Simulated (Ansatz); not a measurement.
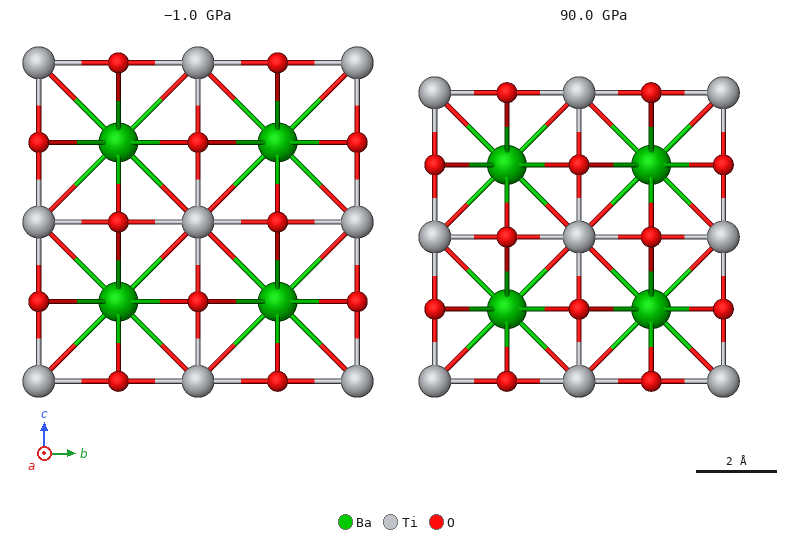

Solid BaTiO3 (set up in Pm-3m), relaxed (cell and atoms) at several target pressures. The picture shows the first and the last member. Style: ball-and-stick. Shown: the cell of the calculation, repeated 1 × 2 × 2 with one cell outlined, along the a axis.

Computed with Ansatz 0.2.0: DFT PBE, scalar-relativistic, plane waves, PAW. Set-up: plane-wave cutoff 420 eV; k-point mesh 8 × 8 × 8; occupations gaussian; smearing width 0.02 eV; no spin polarisation; cell and atoms relaxed; force threshold 0.008 eV/Å.

```tsv
pressure (GPa)	volume (Å³/atom)	a (Å)	band gap (eV)
−1.0	13.065	4.027	1.77
0.0	12.986	4.019	1.78
1.0	12.910	4.011	1.80
4.0	?	?	?
12.0	12.186	3.935	1.92
25.0	11.542	3.864	2.00
50.0	10.662	3.764	2.02
90.0	9.720	3.649	1.97
```

Question: Estimate the missing row from the others, and compare with the calculation.

Answer: Murnaghan's form V = V₀(1 + B′P/B₀)^(−1/B′), with V₀ = 12.986 Å³ from the row at zero pressure, fits the other rows with B₀ = 167 GPa and B′ = 3.93 (largest miss 0.008 Å³). At 4.0 GPa it gives 12.986 × (1 + 3.93 × 4.0/167)^(−1/3.93) = 12.692 Å³ per atom. The calculation gives 12.683 Å³/atom (a = 3.988 Å). The estimate is 0.009 Å³/atom too high. For the gap a parabola through the rows −1.0, 0.0, 1.0 gives 1.92 eV, and the calculation 1.83 eV (semilocal gaps, lower than measured ones as a rule). From the first member to the last: Ba–Ti 3.488 → 3.160 Å, Ba–O 2.848 → 2.580 Å, O–Ti 2.014 → 1.825 Å.

The whole series:

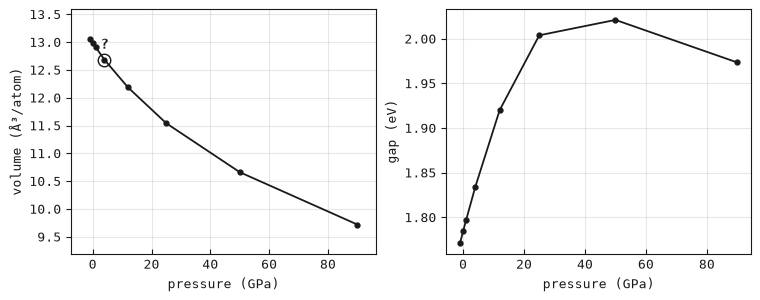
